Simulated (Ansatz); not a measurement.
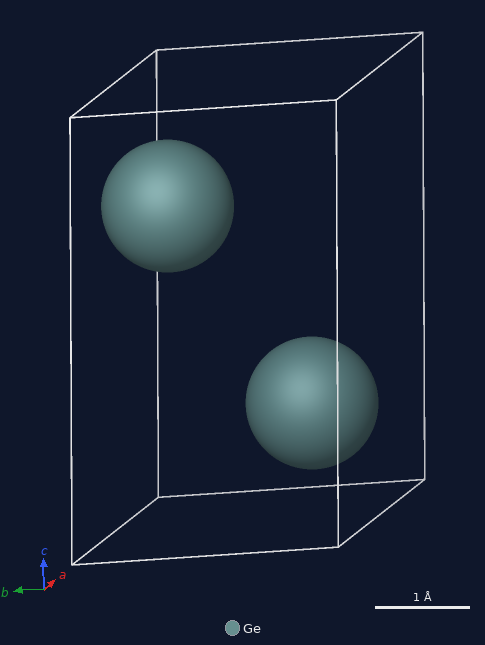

The crystal in a spheres-only representation, seen from a general direction. The unit cell is drawn as a box.

Ge, a = 3.15 Å, b = 2.95 Å, c = 4.93 Å, α = 89.75°, β = 90.47°, γ = 122.29°.

The calculation used DFT PBEsol, scalar-relativistic, plane waves, PAW (Ansatz 0.2.0), with plane-wave cutoff 420 eV, k-points about 0.17 Å⁻¹ apart, Gaussian smearing of 0.1 eV, no spin polarisation.

**What is the band gap, if any?**

A metal: bands cross the Fermi level.

**What pressure does the calculation give for this cell?**

The computed pressure is -3.2 GPa (stretched: it would shrink). The stress isn't hydrostatic: its largest component is 4.6 GPa.

The structure was taken from a structure listed in the Materials Project. The cell was then strained or its atoms displaced on purpose. Ansatz was used for an electronic-structure calculation on it.
